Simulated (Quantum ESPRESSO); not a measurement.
## CuCl2: band-structure run (part 2 of 2)

CuCl2 (3 atoms in the cell); Kohn-Sham DFT of a periodic cell, LDA, GBRV 1.5 LDA, no spin polarisation (Quantum ESPRESSO 7.5); cutoff 761.92 eV, 6×6×6 k-mesh, fermi-dirac of 0.05 eV. The structure derives from a Materials Project entry.

Geometry of the input (Å; fractional positions):
```
4.5206  0.0000  0.0000
0.0000  4.5206  0.0000
0.0000  0.0000  4.3177
Cu 0.0000  0.0000  0.0000
Cl 0.0000  0.5000  0.0000
Cl 0.5000  0.0000  0.0000
```

**What the program printed, continued**
```
     iteration # 14     ecut=    56.00 Ry     beta= 0.50
     Davidson diagonalization with overlap
     ethr =  3.28E-10,  avg # of iterations =  2.0

     negative rho (up, down):  2.915E-02 0.000E+00

     total energy              =    -470.16629009 Ry
     estimated scf accuracy    <       0.00000002 Ry

     iteration # 15     ecut=    56.00 Ry     beta= 0.50
     Davidson diagonalization with overlap
     ethr =  7.41E-11,  avg # of iterations =  2.0

     negative rho (up, down):  2.915E-02 0.000E+00

     total energy              =    -470.16629009 Ry
     estimated scf accuracy    <          7.7E-09 Ry

     iteration # 16     ecut=    56.00 Ry     beta= 0.50
     Davidson diagonalization with overlap
     ethr =  2.34E-11,  avg # of iterations =  2.5

     negative rho (up, down):  2.915E-02 0.000E+00

     total energy              =    -470.16629009 Ry
     estimated scf accuracy    <          1.0E-09 Ry

     iteration # 17     ecut=    56.00 Ry     beta= 0.50
     Davidson diagonalization with overlap
     ethr =  3.04E-12,  avg # of iterations =  3.5

     negative rho (up, down):  2.915E-02 0.000E+00

     End of self-consistent calculation

          k = 0.0000 0.0000 0.0000 (  4191 PWs)   bands (ev):

  -110.1577 -68.1693 -68.1693 -67.6848 -13.8796 -12.7213  -3.1945  -3.1945
    -1.4527  -1.2961  -1.1082  -1.0294  -1.0294  -0.9087  -0.0989   0.0000
     0.0000   3.1806   6.7085   9.8140  10.8347  10.9249  12.0424  12.2315

          k = 0.0000 0.0000 0.1634 (  4215 PWs)   bands (ev):

  -110.1577 -68.1693 -68.1693 -67.6848 -13.8691 -12.7150  -3.1797  -3.1797
    -1.5182  -1.4519  -1.1074  -1.0369  -1.0369  -0.8529  -0.1861   0.0077
     0.0077   3.3710   6.9934   9.4643  10.8882  11.0242  11.1524  11.1524

          k = 0.0000 0.0000 0.3268 (  4212 PWs)   bands (ev):

  -110.1577 -68.1693 -68.1693 -67.6849 -13.8480 -12.7025  -3.1497  -3.1497
    -1.8692  -1.4502  -1.1057  -1.0521  -1.0521  -0.7978  -0.3537   0.0231
     0.0231   3.7669   7.3573   9.0666  10.2471  10.2471  11.0019  11.2521

          k = 0.0000 0.0000-0.4902 (  4212 PWs)   bands (ev):

  -110.1577 -68.1693 -68.1693 -67.6849 -13.8373 -12.6962  -3.1345  -3.1345
    -2.0222  -1.4494  -1.1046  -1.0599  -1.0599  -0.7784  -0.4344   0.0308
     0.0308   3.9900   7.2739   9.2467   9.9314   9.9314  11.0627  11.1654

          k = 0.0000 0.1561 0.0000 (  4209 PWs)   bands (ev):

  -110.1577 -68.1693 -68.1693 -67.6848 -13.7946 -12.7826  -3.5879  -3.1191
    -1.6087  -1.4960  -1.0284  -0.9988  -0.8831  -0.8750  -0.1068   0.0205
     0.0565   3.8538   6.9703  10.0879  10.1447  11.0373  11.0709  12.3824

          k = 0.0000 0.1561 0.1634 (  4215 PWs)   bands (ev):

  -110.1577 -68.1693 -68.1693 -67.6848 -13.7843 -12.7761  -3.5750  -3.1049
    -1.6291  -1.6066  -1.0357  -1.0173  -0.9748  -0.8147  -0.0885  -0.0472
     0.0639   4.0298   7.2119   9.1848  10.5066  11.1056  11.3383  11.5003

          k = 0.0000 0.1561 0.3268 (  4228 PWs)   bands (ev):

  -110.1577 -68.1693 -68.1693 -67.6849 -13.7636 -12.7629  -3.5490  -3.0759
    -1.8983  -1.6024  -1.1176  -1.0507  -0.9767  -0.7747  -0.1948  -0.0349
     0.0787   4.4142   7.2577   8.8995  10.1847  10.4122  11.2651  12.1895

          k = 0.0000 0.1561-0.4902 (  4198 PWs)   bands (ev):

  -110.1577 -68.1693 -68.1693 -67.6849 -13.7532 -12.7563  -3.5358  -3.0611
    -2.0282  -1.6002  -1.1619  -1.0583  -0.9730  -0.7581  -0.2556  -0.0168
     0.0862   4.6521   6.9582   9.3956   9.7008  10.1023  11.3343  12.3928

          k = 0.0000 0.3122 0.0000 (  4212 PWs)   bands (ev):

  -110.1577 -68.1693 -68.1693 -67.6848 -13.5685 -12.9616  -4.1765  -2.9167
    -1.9496  -1.7133  -1.0262  -0.9726  -0.8936  -0.7683  -0.1542   0.1470
     0.2602   5.3914   7.6790   9.1766   9.6003  11.1124  11.6600  12.4575

          k = 0.0000 0.3122 0.1634 (  4209 PWs)   bands (ev):

  -110.1577 -68.1693 -68.1693 -67.6848 -13.5589 -12.9542  -4.1651  -2.9037
    -1.9451  -1.7943  -1.0333  -0.9905  -0.9270  -0.8225  -0.1097   0.1541
     0.1933   5.5284   7.7686   8.4902  10.5591  11.2410  11.5580  11.9789

          k = 0.0000 0.3122 0.3268 (  4225 PWs)   bands (ev):

  -110.1577 -68.1693 -68.1693 -67.6849 -13.5396 -12.9393  -4.1421  -2.8771
    -1.9629  -1.9360  -1.1743  -1.0478  -0.9221  -0.8158  -0.0330   0.0769
     0.1685   5.8590   7.0817   8.7823  10.8895  10.9348  11.9606  12.2476

          k = 0.0000 0.3122-0.4902 (  4236 PWs)   bands (ev):

  -110.1577 -68.1693 -68.1693 -67.6849 -13.5299 -12.9318  -4.1303  -2.8636
    -2.0494  -1.9314  -1.2688  -1.0553  -0.9126  -0.8044   0.0091   0.0209
     0.1759   6.3360   6.3741   9.0591  10.6035  10.7761  12.0844  12.6505

          k = 0.0000-0.4682 0.0000 (  4192 PWs)   bands (ev):

  -110.1577 -68.1693 -68.1693 -67.6848 -13.3398 -13.1668  -4.4174  -2.7464
    -2.1812  -1.7940  -1.0251  -1.0100  -0.9218  -0.7343  -0.1313   0.1844
     0.3789   6.4625   8.0537   8.8327   9.5799  10.2268  12.0726  12.2216

          k = 0.0000-0.4682 0.1634 (  4226 PWs)   bands (ev):

  -110.1577 -68.1693 -68.1693 -67.6848 -13.3312 -13.1584  -4.4065  -2.7341
    -2.1754  -1.8615  -1.0321  -0.9895  -0.9692  -0.8216  -0.0826   0.1915
     0.3104   6.4204   8.3381   8.3441  10.3049  10.4102  11.8558  12.3428

          k = 0.0000-0.4682 0.3268 (  4212 PWs)   bands (ev):

  -110.1577 -68.1693 -68.1693 -67.6849 -13.3138 -13.1413  -4.3842  -2.7090
    -2.1639  -1.9967  -1.1841  -1.0464  -0.9501  -0.8466   0.0056   0.1932
     0.2060   6.2398   7.9146   8.8050  10.4533  11.3934  12.1043  12.1162

          k = 0.0000-0.4682-0.4902 (  4220 PWs)   bands (ev):

  -110.1577 -68.1693 -68.1693 -67.6849 -13.3051 -13.1328  -4.3729  -2.6962
    -2.1582  -2.0643  -1.2978  -1.0537  -0.9309  -0.8434   0.0494   0.1429
     0.2134   6.1080   7.7992   8.9719  10.5114  11.1799  11.9100  12.0127

          k = 0.1561 0.1561 0.0000 (  4209 PWs)   bands (ev):

  -110.1577 -68.1693 -68.1693 -67.6848 -13.7145 -12.8306  -3.7926  -3.3192
    -1.9221  -1.5477  -1.2768  -0.8389  -0.6741  -0.5736  -0.3166   0.0849
     0.5004   4.3030   7.2211   9.4910  10.2689  10.6709  11.3524  12.4311

          k = 0.1561 0.1561 0.1634 (  4206 PWs)   bands (ev):

  -110.1577 -68.1693 -68.1693 -67.6848 -13.7045 -12.8239  -3.7766  -3.3104
    -1.9171  -1.6685  -1.3083  -0.8227  -0.6669  -0.6288  -0.2927   0.0135
     0.5060   4.4734   7.4004   8.7804  10.5730  10.7895  11.4294  11.8914

          k = 0.1561 0.1561 0.3268 (  4221 PWs)   bands (ev):

  -110.1577 -68.1693 -68.1693 -67.6849 -13.6842 -12.8103  -3.7442  -3.2925
    -1.9192  -1.8966  -1.3767  -0.8046  -0.6851  -0.6523  -0.2568  -0.1147
     0.5168   4.8600   7.0653   8.7377  10.3093  10.6085  11.5441  12.3439

          k = 0.1561 0.1561-0.4902 (  4210 PWs)   bands (ev):

  -110.1577 -68.1693 -68.1693 -67.6849 -13.6740 -12.8034  -3.7278  -3.2833
    -2.0275  -1.9003  -1.4137  -0.8064  -0.6914  -0.6450  -0.2408  -0.1719
     0.5222   5.1309   6.6186   9.0858  10.0092  10.4404  11.6188  13.1674

          k = 0.1561 0.3122 0.0000 (  4219 PWs)   bands (ev):

  -110.1577 -68.1693 -68.1693 -67.6848 -13.5041 -12.9766  -4.3658  -3.3020
    -2.3766  -1.7100  -1.3626  -0.8014  -0.5648  -0.3554  -0.0352   0.2701
     0.7298   5.5835   7.9132   8.6778   9.5770  10.8029  11.5118  12.3339

          k = 0.1561 0.3122 0.1634 (  4212 PWs)   bands (ev):

  -110.1577 -68.1693 -68.1693 -67.6848 -13.4947 -12.9692  -4.3507  -3.2944
    -2.3673  -1.7889  -1.4183  -0.7721  -0.5539  -0.4287  -0.0218   0.2029
     0.7414   5.6912   7.7595   8.3549  10.1853  11.0407  11.4859  11.6906

          k = 0.1561 0.3122 0.3268 (  4201 PWs)   bands (ev):

  -110.1577 -68.1693 -68.1693 -67.6849 -13.4757 -12.9542  -4.3202  -3.2786
    -2.3483  -1.9539  -1.5334  -0.7072  -0.5624  -0.5179   0.0028   0.0862
     0.7641   5.8911   6.9398   8.7057  10.8221  10.9021  11.7634  11.9524

          k = 0.1561 0.3122-0.4902 (  4212 PWs)   bands (ev):

  -110.1577 -68.1693 -68.1693 -67.6849 -13.4662 -12.9466  -4.3048  -3.2706
    -2.3383  -2.0391  -1.5925  -0.6437  -0.6361  -0.5114   0.0152   0.0352
     0.7756   6.0125   6.5644   8.8056  10.8587  10.9533  11.8736  12.5179

          k = 0.1561-0.4682 0.0000 (  4206 PWs)   bands (ev):

  -110.1577 -68.1693 -68.1693 -67.6848 -13.2902 -13.1581  -4.6200  -3.2458
    -2.5810  -1.7885  -1.3709  -0.7906  -0.6134  -0.3003   0.2755   0.3837
     0.6535   6.6241   8.1888   8.3503   9.6524  10.0871  11.3246  11.8694

          k = 0.1561-0.4682 0.1634 (  4222 PWs)   bands (ev):

  -110.1577 -68.1693 -68.1693 -67.6848 -13.2817 -13.1497  -4.6054  -3.2385
    -2.5701  -1.8537  -1.4337  -0.7593  -0.6001  -0.3782   0.2820   0.3174
     0.6730   6.4423   8.1085   8.4500  10.1152  10.1704  11.4947  11.6339

          k = 0.1561-0.4682 0.3268 (  4214 PWs)   bands (ev):

  -110.1577 -68.1693 -68.1693 -67.6849 -13.2645 -13.1329  -4.5758  -3.2236
    -2.5478  -1.9860  -1.5698  -0.6879  -0.5732  -0.5123   0.2003   0.2989
     0.7127   5.9789   7.9754   8.7198  10.2477  11.0866  11.3775  12.1829

          k = 0.1561-0.4682-0.4902 (  4200 PWs)   bands (ev):

  -110.1577 -68.1693 -68.1693 -67.6849 -13.2559 -13.1244  -4.5608  -3.2159
    -2.5364  -2.0529  -1.6420  -0.6191  -0.5999  -0.5596   0.1507   0.3064
     0.7336   5.7369   7.9735   8.7063  10.3501  11.3827  11.7755  11.9170

          k = 0.3122 0.3122 0.0000 (  4216 PWs)   bands (ev):

  -110.1577 -68.1693 -68.1693 -67.6848 -13.3438 -13.0354  -4.8850  -3.5654
    -2.8756  -1.7215  -1.6287  -0.7546  -0.3203   0.0696   0.3142   0.3733
     1.6507   6.3026   7.9041   8.5710   9.2863  10.0542  11.2219  11.5109

          k = 0.3122 0.3122 0.1634 (  4220 PWs)   bands (ev):

  -110.1577 -68.1693 -68.1693 -67.6848 -13.3349 -13.0277  -4.8662  -3.5622
    -2.8621  -1.7959  -1.6819  -0.7126  -0.3113  -0.0054   0.2488   0.3822
     1.6553   6.1668   7.5091   8.7091   9.6808  10.6089  10.7090  11.3180

          k = 0.3122 0.3122 0.3268 (  4214 PWs)   bands (ev):

  -110.1577 -68.1693 -68.1693 -67.6849 -13.3170 -13.0122  -4.8283  -3.5555
    -2.8348  -1.9475  -1.7918  -0.6172  -0.2915  -0.1400   0.1370   0.3980
     1.6645   5.6422   7.3701   8.6018  10.4945  10.7975  11.3938  11.5040

          k = 0.3122 0.3122-0.4902 (  4218 PWs)   bands (ev):

  -110.1577 -68.1693 -68.1693 -67.6849 -13.3080 -13.0044  -4.8091  -3.5521
    -2.8209  -2.0242  -1.8482  -0.5595  -0.2784  -0.2082   0.0884   0.4058
     1.6692   5.3565   7.3990   8.4208  10.9455  11.0507  11.4911  12.0661

          k = 0.3122-0.4682 0.0000 (  4236 PWs)   bands (ev):

  -110.1577 -68.1693 -68.1693 -67.6848 -13.1863 -13.1406  -5.1518  -3.6069
    -3.0643  -1.7775  -1.6682  -0.7435  -0.3137   0.1890   0.3933   0.6577
     1.9612   7.1909   7.5725   8.3835   9.5798   9.8312  10.1579  11.3245

          k = 0.3122-0.4682 0.1634 (  4222 PWs)   bands (ev):

  -110.1577 -68.1693 -68.1693 -67.6848 -13.1780 -13.1324  -5.1326  -3.6042
    -3.0496  -1.8395  -1.7301  -0.6998  -0.3046   0.1178   0.3275   0.6645
     1.9675   6.3324   8.0486   8.6426   9.5460  10.0035  10.6018  10.6855

          k = 0.3122-0.4682 0.3268 (  4224 PWs)   bands (ev):

  -110.1577 -68.1693 -68.1693 -67.6849 -13.1614 -13.1158  -5.0937  -3.5989
    -3.0198  -1.9660  -1.8572  -0.6017  -0.2855  -0.0092   0.2153   0.6776
     1.9803   5.4079   8.4231   8.5112   9.4717  10.8762  11.2452  11.3259

          k = 0.3122-0.4682-0.4902 (  4212 PWs)   bands (ev):

  -110.1577 -68.1693 -68.1693 -67.6849 -13.1530 -13.1075  -5.0740  -3.5961
    -3.0047  -2.0300  -1.9220  -0.5446  -0.2755  -0.0686   0.1671   0.6840
     1.9869   5.0458   8.2525   8.5528   9.6187  11.2803  11.7704  11.9526

          k =-0.4682-0.4682 0.0000 (  4268 PWs)   bands (ev):

  -110.1577 -68.1693 -68.1693 -67.6848 -13.1317 -13.1317  -5.4294  -3.6775
    -3.2472  -1.7720  -1.7720  -0.7328  -0.2714   0.3982   0.3982   0.9115
     2.5429   7.2312   8.2430   8.3506   8.3506  10.0952  10.0952  10.6505

          k =-0.4682-0.4682 0.1634 (  4212 PWs)   bands (ev):

  -110.1577 -68.1693 -68.1693 -67.6848 -13.1236 -13.1236  -5.4092  -3.6758
    -3.2314  -1.8325  -1.8325  -0.6877  -0.2627   0.3337   0.3337   0.9164
     2.5459   6.1715   8.6347   8.6347   9.2615   9.3828  10.3517  10.3517

          k =-0.4682-0.4682 0.3268 (  4212 PWs)   bands (ev):

  -110.1577 -68.1693 -68.1693 -67.6849 -13.1073 -13.1073  -5.3683  -3.6722
    -3.1993  -1.9559  -1.9559  -0.5878  -0.2443   0.2231   0.2231   0.9262
     2.5520   5.1101   8.4006   9.0783   9.0783  10.1752  11.2100  11.2100

          k =-0.4682-0.4682-0.4902 (  4200 PWs)   bands (ev):

  -110.1577 -68.1693 -68.1693 -67.6849 -13.0990 -13.0990  -5.3476  -3.6704
    -3.1831  -2.0184  -2.0184  -0.5319  -0.2347   0.1756   0.1756   0.9311
     2.5551   4.7075   8.0530   9.2395   9.2395  10.4776  11.9761  11.9761

     the Fermi energy is     0.7186 ev

!    total energy              =    -470.16629009 Ry
     estimated scf accuracy    <          1.7E-11 Ry
     smearing contrib. (-TS)   =      -0.00212710 Ry
     internal energy E=F+TS    =    -470.16416299 Ry

     The total energy is F=E-TS. E is the sum of the following terms:
     one-electron contribution =    -498.04677513 Ry
     hartree contribution      =     255.62369335 Ry
     xc contribution           =     -56.85444027 Ry
     ewald contribution        =    -170.88664094 Ry

     convergence has been achieved in  17 iterations

     negative rho (up, down):  2.915E-02 0.000E+00

     Forces acting on atoms (cartesian axes, Ry/au):

     atom    1 type  1   force =     0.00000000    0.00000000    0.00000000
     atom    2 type  2   force =     0.00000000    0.00000000    0.00000000
     atom    3 type  2   force =     0.00000000    0.00000000    0.00000000

     Total force =     0.000000     Total SCF correction =     0.000000

     Computing stress (Cartesian axis) and pressure

     negative rho (up, down):  2.915E-02 0.000E+00
          total   stress  (Ry/bohr**3)                   (kbar)     P=      -33.24
  -0.00031799   0.00000000   0.00000000          -46.78        0.00        0.00
   0.00000000  -0.00031799   0.00000000            0.00      -46.78        0.00
   0.00000000   0.00000000  -0.00004190            0.00        0.00       -6.16

=------------------------------------------------------------------------------=
   JOB DONE.
=------------------------------------------------------------------------------=
```

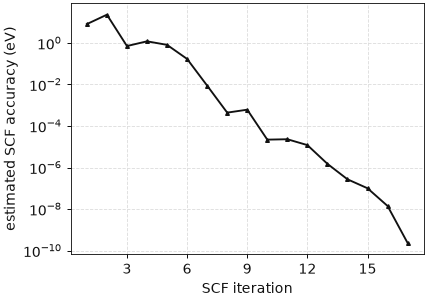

**Figure 1.** Convergence of the self-consistent field: estimated SCF accuracy against the iteration. The field takes 17 iterations in all.

**Results in brief**

| quantity | value |
| --- | --- |
| outcome | converged |
| space group (tolerance 0.01 Å) | P4/mmm (123) |
| electrons treated | 33 |
| free energy | −6396.9383 eV |
| Fermi energy | 0.719 eV |
| gap on the k-point mesh | none (metallic) |
| pressure | −3.32 GPa |
| largest force (length of the vector) | under 0.001 eV/Å |
| wall time | 2.3 min (CPU time 4.7 min) |
| peak memory | 0.52 GiB |

Further notes kept with the run: eigenvalues not converged. Notes on the run: negative rho. The run has no spin polarisation, so a magnetic state may lie lower.
